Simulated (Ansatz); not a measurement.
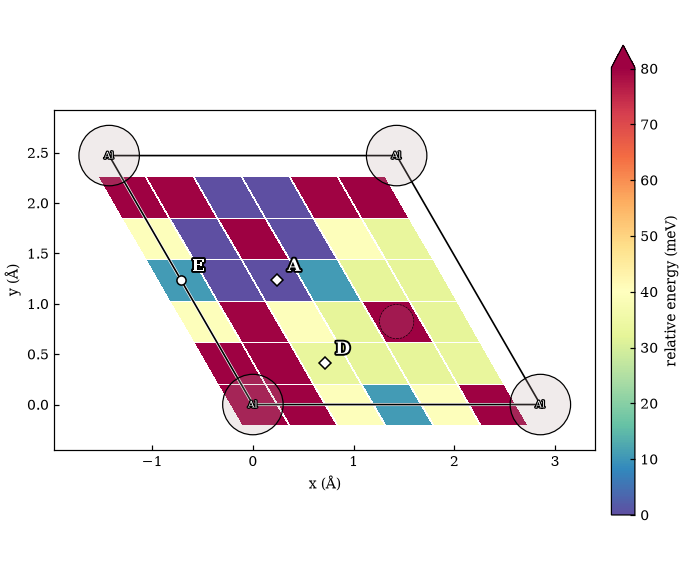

H on an Al(001) slab cut from the P6_3/mmc phase, its upper half relaxed before the scan (8 atoms of substrate and one adsorbate in a 1 × 1 cell). H is moved over the surface cell; relaxed at each place: the height of the adsorbate's atoms and the top layer of the substrate; the origin of the map has the adsorbate above Al8. Places are given modulo a cell vector. The map is drawn in real space over the plane of the surface. The scan uses a 6 × 6 grid; 12 points were computed and 24 follow by symmetry. All energies are given in meV relative to the lowest grid point. At some places the adsorbate sinks to or below the level of the top layer. With one adsorbate in each 1 × 1 cell, its nearest image is 2.9 Å away, so neighbouring adsorbates interact. Level of theory: DFT PBE, scalar-relativistic, plane waves, PAW (Ansatz). Settings: cutoff 420 eV, k-mesh 9×9×1, gaussian smearing 0.1 eV, no spin polarisation.

The picture shows one coloured cell a grid point, labelled circles for the atoms of the top layer and small ones for the second layer, the outline of one cell of the plane, one colour for all values above the top of the scale, lettered points.

Question: Rank the lettered points by energy, lowest first.

Answer: A (0 meV), E (11 meV), D (33 meV).

PAW datasets: the set soft_1.
